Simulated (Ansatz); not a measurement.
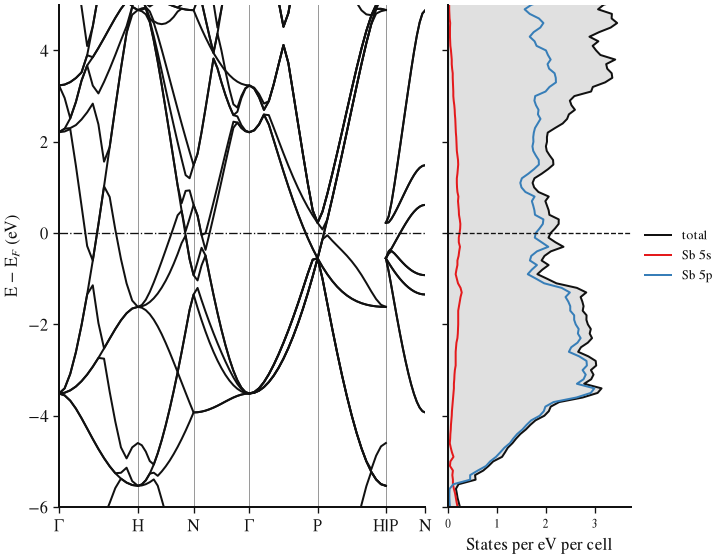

Band structure and density of states of Sb, space group I-43m, 4 atoms in the cell. Ansatz 0.2.0; DFT PBE, scalar-relativistic, plane waves, PAW, no spin polarisation, 10×10×10 k mesh, 420 eV cutoff, Gaussian smearing of 0.1 eV. Energies are counted from the Fermi level. The partial curves are projected on Löwdin-orthogonalised atomic shells.

A metal: 3 bands cross the Fermi level along this path. Bands cross the Fermi level on every line of the path. At N the nearest levels lie 0.92 eV below and 0.62 eV above the Fermi level. The density of states at the Fermi level is about 2.2 per eV and cell (mean within 0.25 eV), or 0.54 per atom.
